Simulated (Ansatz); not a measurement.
**Geometry relaxation, with input and output: Ga5O8 (charge −1) (part 1 of 5)**

The run: geometry relaxation of Ga5O8 (defect cell, 39 atoms in the cell, total charge −1). Method and program: DFT PBE, scalar-relativistic, plane waves, PAW, spin-polarised (Ansatz 0.2.0).

The structure derives from a Materials Project entry. It belongs to a series of runs on one base structure; here: V_Ga, charge -1, atoms relaxed at the host's cell. Figures and captions count atoms from 1; the log counts them from 0 in places.

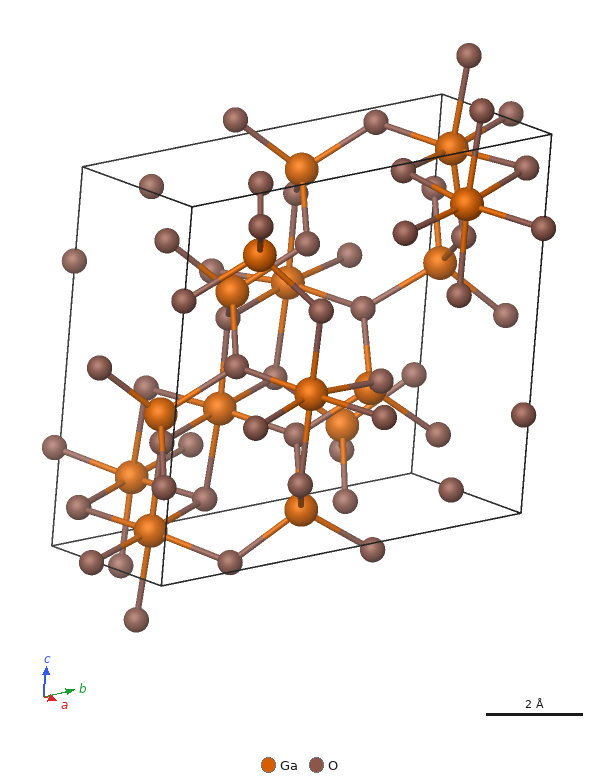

**Figure 1.** The starting structure (ball-and-stick view of the cell of the calculation, seen slightly off an axis; bonded neighbours outside the cell are drawn too). Near neighbours in the crystal (not all of them lie inside the picture): Ga has 6 O at 1.94 to 2.13 Å; Ga has 4 O at 1.83 to 1.89 Å; O has 2 Ga at 1.85 to 1.98 Å; O has 3 Ga at 1.83 to 2.12 Å; O has 4 Ga at 1.87 to 2.13 Å.

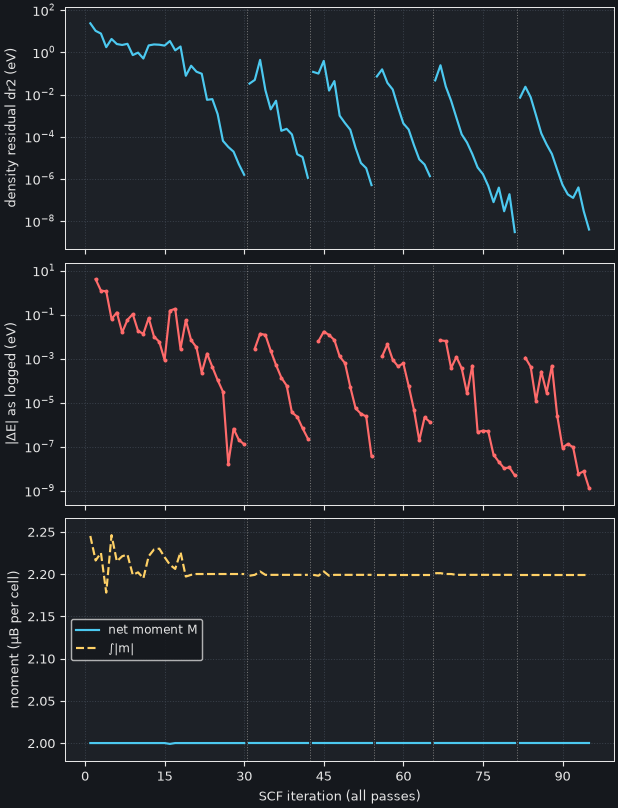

**Figure 2.** Convergence of the self-consistent field: density residual dr2, size of the energy change and magnetic moment against the SCF iteration. The dotted lines part the SCF passes of the relaxation: geometry steps, rejected trials and re-solves on a re-selected basis. The 6 passes take 11 to 30 iterations each, 95 in all. The net moment stays at 2.0 μB per cell.

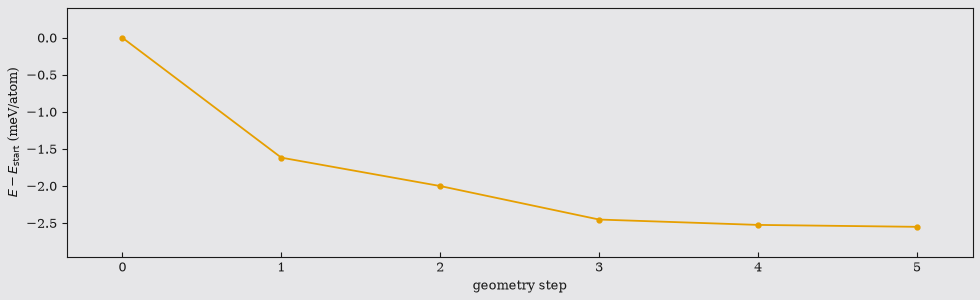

**Figure 3.** Progress of the relaxation, step by step (the first geometry is step 0 here and step 1 in the log).

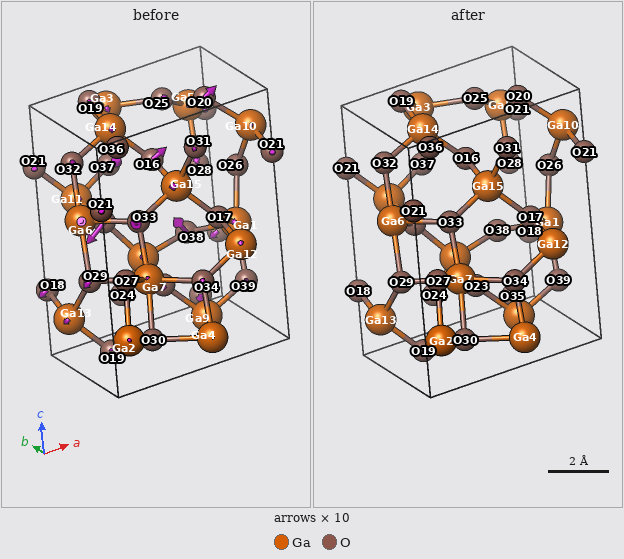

**Figure 4.** Before (left) and after (right) the relaxation, at one scale (ball-and-stick view of the cell of the calculation, seen slightly off an axis). The pink arrows give the displacements, magnified 10 times. The atom that moves furthest is O22 (0.099 Å). By element the largest moves are O 0.099 Å, Ga 0.043 Å. The cell doesn't change. Among the contacts that change: Ga6–O22 2.118 → 2.059 Å, Ga3–O37 1.977 → 1.934 Å, Ga6–O33 2.070 → 2.037 Å, Ga8–O38 1.874 → 1.843 Å. Among the angles that change: O22–Ga6–O32 89.9° → 92.4°, O24–Ga3–O37 162.8° → 165.3°, O27–Ga1–O38 162.4° → 164.8°. Over 5 geometry steps the energy falls by 2.6 meV per atom. Largest force component: 0.56 eV/Å at the start, 0.016 eV/Å at the end. (Atoms are counted from 1 in the order of the input.)

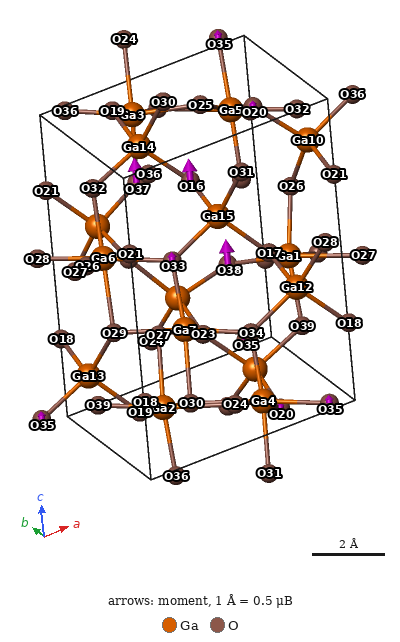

**Figure 5.** Magnetic moments of the sites as pink arrows (ball-and-stick view of the cell of the calculation, seen slightly off an axis; bonded neighbours outside the cell are drawn too; atoms are numbered from 1 in the order of the input); small moments hardly show. The run is collinear, so the axis drawn is arbitrary. Site moments: O37, O38 (0.36 μB); O16 (0.32 μB); O33 (0.13 μB); O35 (0.12 μB); O20 (0.08 μB); O26 (0.06 μB); O22, O25 (0.05 μB). They are counted near the atoms and needn't add up to the moment of the cell.

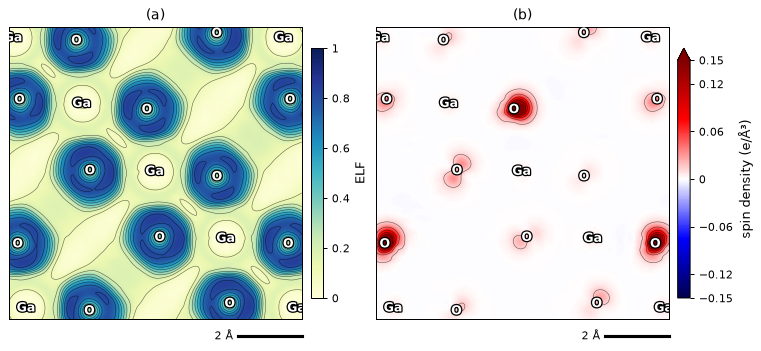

**Figure 6.** (a) electron localisation function; (b) spin density on the (110) plane of the calculation cell. Ga–O (1.96 Å): the ELF is about 0.35 at the midpoint. Ga–O (2.04 Å): the ELF is about 0.30 at the midpoint. Ga–O (2.09 Å): the ELF is about 0.30 at the midpoint. The cell of the calculation (39 atoms) carries 2.0 μB net. In a PAW calculation such maps are meaningful between the atoms, not at the nuclei.

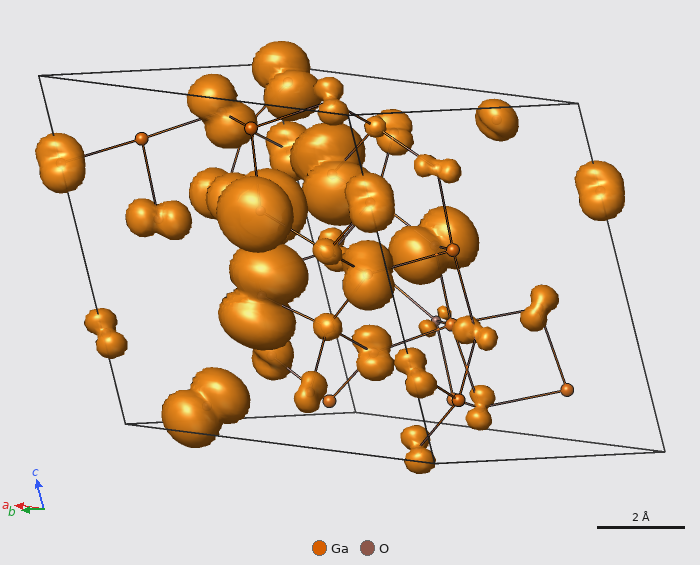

**Figure 7.** Isosurfaces of the spin density (up minus down) at +0.01 (orange) and −0.01 e/Å³ (purple), seen at an oblique angle. Sticks mark near contacts. The outline is the calculation cell. The cell of the calculation (39 atoms) carries 2.0 μB net. Only one sign reaches the isovalue.

These pictures come from the run below.

Input file:
```yaml
crystal:
  lattice:
    - [-4.8290928629, -1.5416333702, -5.7151521777]
    - [-6.2270640114, 4.6249001107, -0.0062293263]
    - [1.3979711485, 6.166533481, -5.7089228515]
  atoms:
    - { symbol: Ga, position: [0.9033725827, 0.4104883712, 0.4175855785] }
    - { symbol: Ga, position: [0.1488320623, 0.1627767694, 0.1655516198] }
    - { symbol: Ga, position: [0.4033258948, 0.911358282, 0.9161908636] }
    - { symbol: Ga, position: [0.5950693567, 0.0860786195, 0.0861893734] }
    - { symbol: Ga, position: [0.8413719024, 0.8272722814, 0.8319180893] }
    - { symbol: Ga, position: [0.0819652351, 0.580862967, 0.5914863514] }
    - { symbol: Ga, position: [0.3488862177, 0.3321677505, 0.3353664136] }
    - { symbol: Ga, position: [0.4686472694, 0.7156118104, 0.3284624674] }
    - { symbol: Ga, position: [0.7115895304, 0.470053705, 0.080426538] }
    - { symbol: Ga, position: [0.9646312404, 0.2139741651, 0.8278064493] }
    - { symbol: Ga, position: [0.2085544742, 0.9665670768, 0.582804411] }
    - { symbol: Ga, position: [0.782787746, 0.0279357019, 0.424534859] }
    - { symbol: Ga, position: [0.0401268365, 0.7807809061, 0.1723426437] }
    - { symbol: Ga, position: [0.2791309683, 0.5311838545, 0.9204839557] }
    - { symbol: Ga, position: [0.5375442475, 0.2807157253, 0.6733518514] }
    - { symbol: O, position: [0.4898158938, 0.4972791515, 0.7530595495], spin: 0.333 }
    - { symbol: O, position: [0.7462808262, 0.2426708669, 0.505237158] }
    - { symbol: O, position: [0.0038077247, 0.9838137624, 0.2628956525] }
    - { symbol: O, position: [0.2492514489, 0.7400346814, 0.001798963] }
    - { symbol: O, position: [0.7368983569, 0.2728882228, 0.9815095139] }
    - { symbol: O, position: [0.9966263456, -0.0004054965, 0.7510852418] }
    - { symbol: O, position: [0.2735375071, 0.7383959313, 0.5133068425] }
    - { symbol: O, position: [0.4963621789, 0.5073197651, 0.2475223436] }
    - { symbol: O, position: [0.4064494495, 0.9375570164, 0.1563619606] }
    - { symbol: O, position: [0.6499599055, 0.700658113, 0.9241648703], spin: 0.333 }
    - { symbol: O, position: [0.9366675767, 0.4092332259, 0.6400829547], spin: 0.333 }
    - { symbol: O, position: [0.1636389966, 0.1784854822, 0.3992039226] }
    - { symbol: O, position: [0.8610556033, 0.8196095667, 0.5948809341], spin: 0.333 }
    - { symbol: O, position: [0.0982371839, 0.5606369774, 0.3471471662] }
    - { symbol: O, position: [0.3357493921, 0.3145966152, 0.0986988814] }
    - { symbol: O, position: [0.5870948333, 0.0687054806, 0.853756834] }
    - { symbol: O, position: [0.0657151353, 0.5879821722, 0.8245355706] }
    - { symbol: O, position: [0.3255244248, 0.3420049981, 0.5703649436] }
    - { symbol: O, position: [0.5756057175, 0.1039507107, 0.3133910319] }
    - { symbol: O, position: [0.8246321048, 0.8533169024, 0.0710926462] }
    - { symbol: O, position: [0.1715354526, 0.144603676, 0.9382069052] }
    - { symbol: O, position: [0.4079938271, 0.9636945992, 0.6735171662], spin: 0.333 }
    - { symbol: O, position: [0.7095208589, 0.6668486897, 0.3817850213], spin: 0.333 }
    - { symbol: O, position: [0.9259895853, 0.3932961871, 0.1834980705] }
  host:
    lattice:
      - [6.2270640114, -1.5416333702, 0.0062293263]
      - [6.2270640114, 1.5416333702, 0.0062293263]
      - [-1.3979711485, 0.0, 5.7089228515]
    atoms:
      - { symbol: Ga, position: [0.3414968573, 0.3414968573, 0.6858235543] }
      - { symbol: Ga, position: [0.6585031427, 0.6585031427, 0.3141764457] }
      - { symbol: Ga, position: [0.9100739588, 0.9100739588, 0.205272259] }
      - { symbol: Ga, position: [0.0899260412, 0.0899260412, 0.794727741] }
      - { symbol: O, position: [0.5039749256, 0.5039749256, 0.743311173] }
      - { symbol: O, position: [0.4960250744, 0.4960250744, 0.256688827] }
      - { symbol: O, position: [0.8263039782, 0.8263039782, 0.4356635088] }
      - { symbol: O, position: [0.1736960218, 0.1736960218, 0.5643364912] }
      - { symbol: O, position: [0.1635085074, 0.1635085074, 0.1092008536] }
      - { symbol: O, position: [0.8364914926, 0.8364914926, 0.8907991464] }
total_charge: -1
basis:
  ecutwfc: 420
  xc_grid: 2
kpoints:
  mp_grid: { grid: [2, 2, 2], shift: [0.5, 0.5, 0.5] }
hamiltonian:
  xc: pbe
scf:
  occupations: { method: gaussian, width: 0.02 }
  lower_state_search: "off"
output:
  forces: true
  stress: false
  eigenvalues: true
  populations: true
  charged_corrections:
    defect_position: [0.65096558, 0.66604071, 0.66321087]
    epsilon:
      - [11.4967, 0.0, -0.5625]
      - [0.0, 11.6406, 0.0]
      - [-0.5625, 0.0, 13.7955]
  write_density: true
  write_potential: true
  elf: true
  volumetric_format: npy
magnetization:
  spin_polarized: true
relax:
  adjacent_minimum: "off"
  f_tol: 0.03
  max_steps: 40
```

Launch command:
```bash
ansatz run input.yaml --threads 8 --pin off --max-ram 16384MiB --backend cpu --events-out ev --progress --plain --runs-dir out
```

Log:
```
Engine: ansatz 0.2.0, aarch64-unknown-linux-gnu
Pseudopotentials: kind: paw
Pseudopotential: Ga, paw, valence charge 13, recommended cutoff 420 eV (normal), Ga.paw.azcp
Pseudopotential: O, paw, valence charge 6, recommended cutoff 420 eV (normal), O.paw.azcp
Functional definition: PBE
  parameter kappa = 0.804
  parameter beta = 0.06672455060314922
  exchange = pbe_x(kappa = kappa, mu = beta*pi^2/3)
  correlation = pbe_c(beta = beta)
Crystal: 39 atoms, lattice volume = 438.546 Å³
Basis set: ecut = 420 eV, 8573 PW (Γ), exchange–correlation on 108×108×120 points (8 copies of the dense FFT grid, shifted against one another)
Bands: 210, of which v1, the nominal top of the filled ones, is band 170 counted from 1 (169 counted from 0)
Symmetry: 1 space group operations
Space group: P1 (ITA 1), of the structure as read, at distance tolerance 7.6e-5 Å
Magnetic group: BNS 1.1 (UNI 1), of the structure as read, at distance tolerance 7.6e-5 Å
k-points: 4 of 8 (time reversal used)
Non-local potential: Ga, projectors of the file, l = 0: 2, l = 1: 2, l = 2: 3, l = 3: 1
Non-local potential: O, projectors of the file, l = 0: 2, l = 1: 2, l = 2: 1
PAW form: soft (Blöchl's): semilocal exchange-correlation on the pseudo side does not see the compensation charge
PAW one-centre angular grid: Ga, 590 points (default); XC on 64 Gauss nodes
PAW one-centre angular grid: O, 110 points (default); XC on 64 Gauss nodes
Initial density: superposition of atomic densities (chi_scale 0.1, normalization cell, long waves kept (reshape's long-wave potential 0.25 eV rms))
Starting moments: Σ|m| = 1.998 μB on 6 of 39 sites
Initial wavefunctions: pseudopotential atomic-orbital guess
Functional: x = pbe(κ = 0.804, μ = 0.2195149727645171), c = pbe(β = 0.06672455060314922)
```
